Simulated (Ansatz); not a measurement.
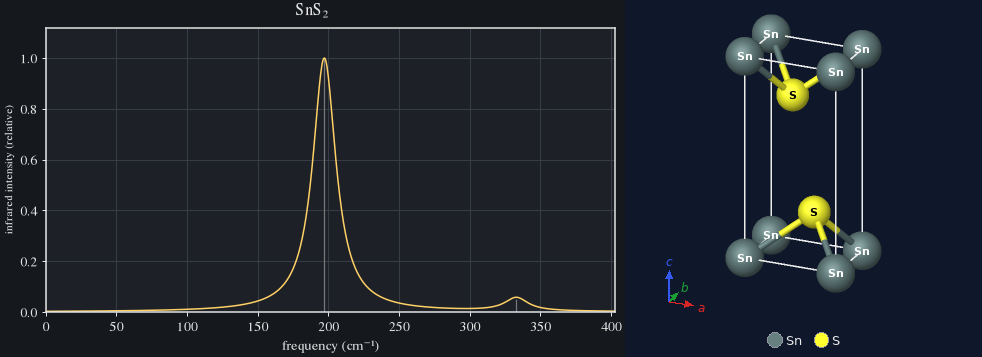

The picture above shows the infrared spectrum of the zone-centre phonons for SnS₂, space group P-3m1 (No. 164). Lines are broadened by Lorentzians of 20 cm⁻¹ full width; the spectrum is scaled to its strongest line. These are zero-field (TO) frequencies; inactive modes don't show. The conventional cell is drawn beside the plot.

Structure:
```cif
data_structure
_symmetry_space_group_name_H-M 'P 1'
_symmetry_Int_Tables_number 1
_cell_length_a 3.6871
_cell_length_b 3.6871
_cell_length_c 6.1410
_cell_angle_alpha 90.000
_cell_angle_beta 90.000
_cell_angle_gamma 120.000
_cell_volume 72.30
loop_
_atom_site_label
_atom_site_type_symbol
_atom_site_fract_x
_atom_site_fract_y
_atom_site_fract_z
_atom_site_occupancy
Sn1 Sn 0.00000 0.00000 0.00000 1
S1 S 0.66667 0.33333 0.24077 1
S2 S 0.33333 0.66667 0.75923 1
```

Computed with Ansatz 0.2.0: infrared-active and silent optical phonons at the zone centre of an insulator with atoms at rest in the given cell, intensity summed over the level, zero macroscopic field, imaginary frequencies are negative, field response on a mesh refined by the program; PAW. Level: PBE, no spin polarisation.

wave cutoff 420 eV; k mesh 12×12×6; occupations fixed; pressure 1 GPa.

Which are the strongest infrared lines?

Answer. The strongest infrared line is at 197.1 cm⁻¹, and no other reaches 6 % of it.

Keep in mind: weakly bound, no dispersion correction.
